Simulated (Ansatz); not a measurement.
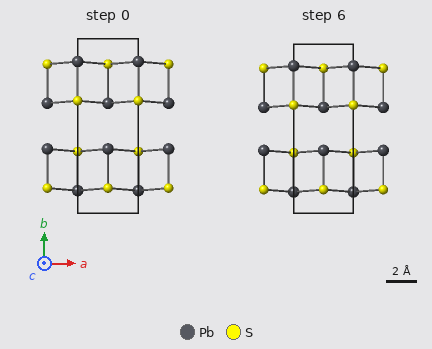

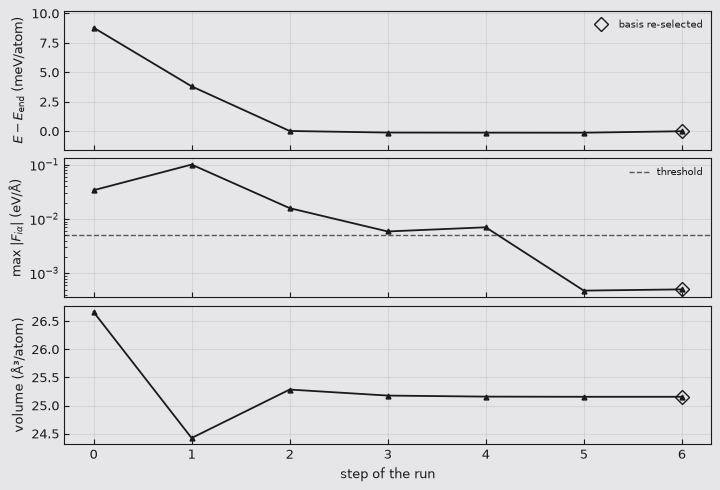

First and last geometry of a relaxation of solid PbS (set up in Cmcm), with the history of the run. A ball-and-stick model of the conventional cell (2 times the calculation's cell), seen along the c axis. Lengths and directions refer to the drawn axes.

Level of theory: DFT PBEsol, scalar-relativistic, plane waves, PAW (Ansatz 0.2.0). (plane-wave cutoff 420 eV; k-point mesh 8 × 8 × 6; occupations gaussian; smearing width 0.02 eV; no spin polarisation; cell and atoms relaxed; force threshold 0.005 eV/Å; at most 80 steps)

> What do the curves and the structures tell?

It converged. Over 5 accepted moves (6 points after the start) the energy falls by 8.8 meV per atom. The largest force component goes from 0.034 to 0.0005 eV/Å. The pressure goes from −1.87 to 0.00 GPa. At 1 point the geometry stayed and the basis and grid were re-selected for the new cell (energy shift of 0.1 meV per atom at most each time). The largest moves relative to the cell, 0.048 Å, are those of S atoms. By element the largest moves are S 0.048 Å, Pb 0.040 Å. The volume changes by −5.7 %, with a 4.160 → 4.098 Å (−1.5 %), b 11.983 → 11.596 Å (−3.2 %), c 4.279 → 4.235 Å (−1.0 %). Some distances before and after: Pb–S 2.989 → 2.951 Å. The space group stays Cmcm (No. 63).
